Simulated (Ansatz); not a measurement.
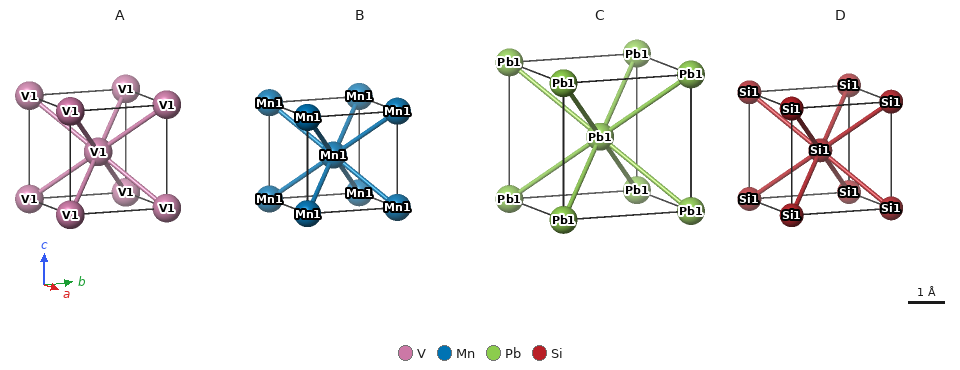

One structure type (space group Im-3m for the parent) with different elements on its sites, each relaxed in cell and atoms to zero pressure (within 0.1 GPa). Style: ball-and-stick. Shown: the conventional cell (2 times the calculation's cell), slightly off an axis. Lengths and directions refer to the drawn axes.

Level of theory: Ansatz, DFT PBEsol, scalar-relativistic, plane waves, PAW. (plane-wave cutoff 420 eV; occupations gaussian; smearing width 0.1 eV) The k-mesh is chosen for each cell (20×20×20, 22×22×22, 16×16×16). Spin polarisation is switched on in some of the runs only.

> Give the formulas, and rank the crystals by volume per atom, smallest first.

B = Mn (10.5 Å³), A = V (13.0 Å³), D = Si (14.2 Å³), C = Pb (29.9 Å³).

> Which have a band gap?

V: metallic; Mn: metallic; Pb: metallic; Si: metallic.
